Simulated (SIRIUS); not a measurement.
## Zr: 7 runs along one coordinate

System: Zr (2 atoms in the cell).
Method: Kohn-Sham DFT of a periodic cell, PBEsol, dojo-sr-pbesol-0.4.1-standard, no spin polarisation (SIRIUS 7.12.0).

The 7 runs differ only in the geometry, by an even scaling of the cell at fixed fractional positions. The structure derives from an entry of the Crystallography Open Database.

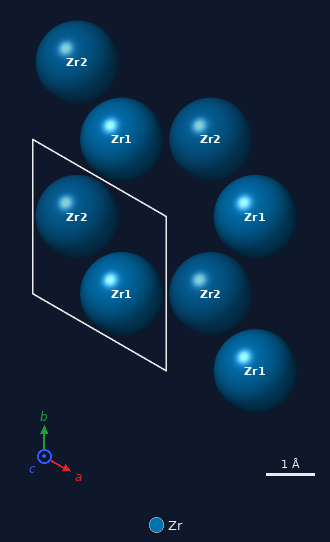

Figure 1. The structure of run 4 (spheres-only view of the cell of the calculation, repeated 2 × 2 × 1, along the c axis; atoms are numbered from 1 in the order of the input). An atom can appear more than once, as a periodic image.

### Input of run 4
```
{
  "control": {
    "processing_unit": "cpu",
    "verbosity": 2,
    "num_bands_to_print": 20,
    "print_forces": true,
    "print_stress": true
  },
  "parameters": {
    "electronic_structure_method": "pseudopotential",
    "xc_functionals": ["XC_GGA_X_PBE_SOL", "XC_GGA_C_PBE_SOL"],
    "gk_cutoff": 8.2,
    "pw_cutoff": 16.4,
    "ngridk": [9, 9, 5],
    "shiftk": [0, 0, 0],
    "smearing": "fermi_dirac",
    "smearing_width": 0.0018374661,
    "num_bands": 20,
    "num_mag_dims": 0,
    "num_dft_iter": 100,
    "energy_tol": 1e-08,
    "density_tol": 1e-06
  },
  "iterative_solver": {
    "type": "davidson",
    "min_tolerance": 1e-10
  },
  "mixer": {
    "type": "anderson",
    "beta": 0.7,
    "max_history": 8
  },
  "settings": {
    "tol_ne": 1e-10,
    "pseudo_grid_cutoff": 6.5
  },
  "unit_cell": {
    "lattice_vectors": [
      [6.10759483479, 0.0, 0.0],
      [-3.053797417395, 5.289332282892, 0.0],
      [0.0, 0.0, 9.726420363449]
    ],
    "atom_coordinate_units": "lattice",
    "atom_types": ["Zr"],
    "atom_files": {
      "Zr": "Zr.json"
    },
    "atoms": {
      "Zr": [
        [0.6666666667, 0.3333333333, 0.75],
        [0.3333333333, 0.6666666667, 0.25]
      ]
    }
  }
}
```

Command:
```bash
upf_to_json Zr.upf
OMP_NUM_THREADS=1 sirius.scf --input=sirius.json --output=out.json --task=0
```

Run 6 differs from it as follows:
```diff
-      [6.10759483479, 0.0, 0.0],
-      [-3.053797417395, 5.289332282892, 0.0],
-      [0.0, 0.0, 9.726420363449]
+      [6.187967141503, 0.0, 0.0],
+      [-3.093983570846, 5.358936742308, 0.0],
+      [0.0, 0.0, 9.854414256807]
```

### Results, with one run withheld

| run | volume per atom (Å³) | free energy per atom, from the lowest run given (meV) | pressure (GPa) |
| --- | --- | --- | --- |
| 1 | 21.884 | 5.26 | 2.92 |
| 2 | 22.350 | 0.00 | 0.70 |
| 3 | 22.815 | 0.92 | −1.33 |
| 4 | 23.281 | 7.50 | −3.20 |
| 5 | 23.746 | 19.27 | −4.91 |
| 6 | 24.212 | ? | ? |
| 7 | 24.678 | 56.68 | −7.91 |

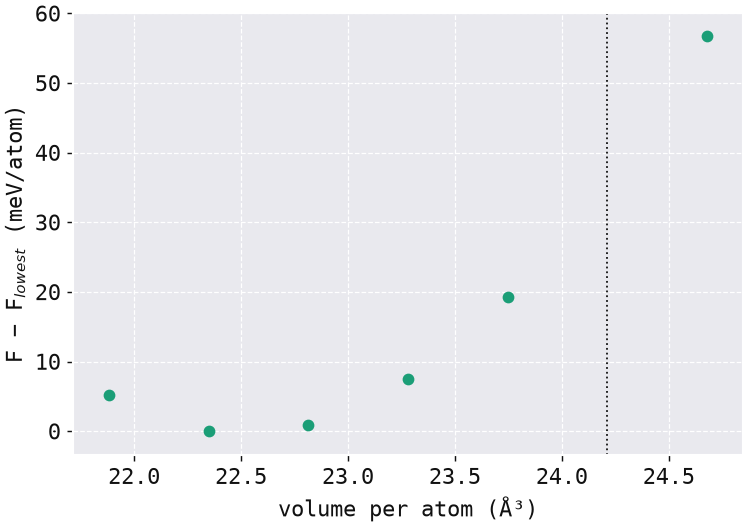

Figure 2. Free energy per atom of the runs given; the dotted line marks run 6.

Fit the runs given and predict run 6.

A cubic polynomial in V^(−2/3) (the Birch–Murnaghan form), fitted to the 6 runs given, misses them by at most 0.01 meV per atom. With x = V^(−2/3) − 0.12330 Å⁻², it reads F = 4.2607 − 4328.2 x + 1.0209e+06 x² − 2.912e+06 x³ (meV per atom). At run 6 it gives 35.79 meV per atom, and the run itself gives 35.80. The slope of the fit gives a pressure −dF/dV of −6.45 GPa there, and the run prints −6.47 GPa. The fit has its minimum at 22.509 Å³ per atom, where V d²F/dV² gives 99.8 GPa. Cell shape and fractional positions are held, so this is the stiffness under even scaling; the relaxed bulk modulus wasn't computed.

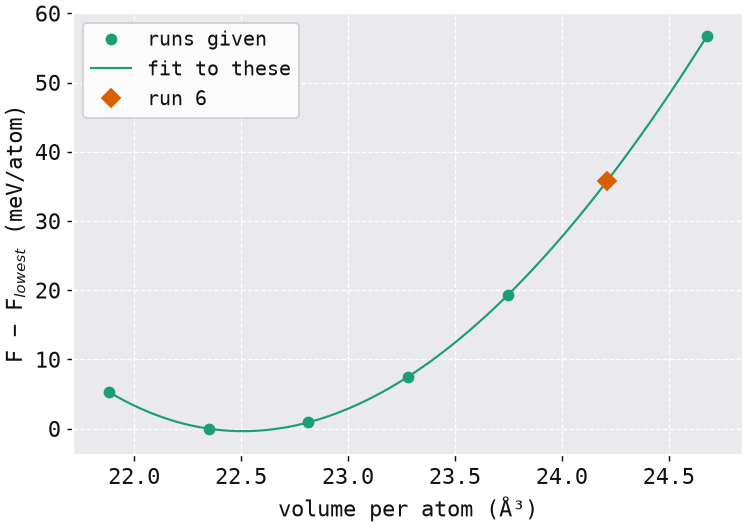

Figure 3. The fit and the withheld run.

### Some lines of the output (run 6)
```
[...]
[find] Efermi                         :       0.49142750
[find] Total energy                   :    -101.19095093 (Ha),    -202.38190185 (Ry)
[find] Free energy (E-TS)             :    -101.19152850 (Ha),    -202.38305700 (Ry)
[find] Efermi                         :       0.49142424
[find] Total energy                   :    -101.19095097 (Ha),    -202.38190195 (Ry)
[find] Free energy (E-TS)             :    -101.19152852 (Ha),    -202.38305705 (Ry)
[find] Efermi                         :       0.49142657
[find] Total energy                   :    -101.19095098 (Ha),    -202.38190195 (Ry)
[find] Free energy (E-TS)             :    -101.19152853 (Ha),    -202.38305706 (Ry)
[find] Efermi                         :       0.49142630
[find] Free energy (E-TS)             :    -101.19152853 (Ha),    -202.38305707 (Ry)
[find] Efermi                         :       0.49142587
[find] Efermi                         :       0.49142582
[find] Efermi                         :       0.49142573
```
